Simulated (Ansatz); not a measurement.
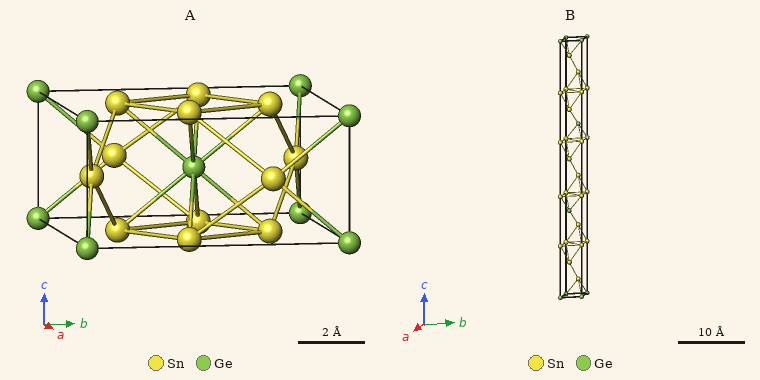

Two structures of Sn4Ge, each relaxed to rest (conventional cells in solid outline, small ones repeated, not to one scale). Method: DFT PBE, scalar-relativistic, plane waves, PAW (Ansatz), without spin polarisation.

> What are the two structures?

A: 10 atoms a cell on a body-centred tetragonal lattice, I4/m. B: 15 atoms a cell on a rhombohedral (trigonal R) lattice, R-3m.

> Which structure is more stable?

A is lower, by 23 meV/atom at this level of theory (energies at zero smearing). Volumes: A 26.2, B 26.4 Å³/atom.

One or both may be structure types tried for this composition rather than known phases.
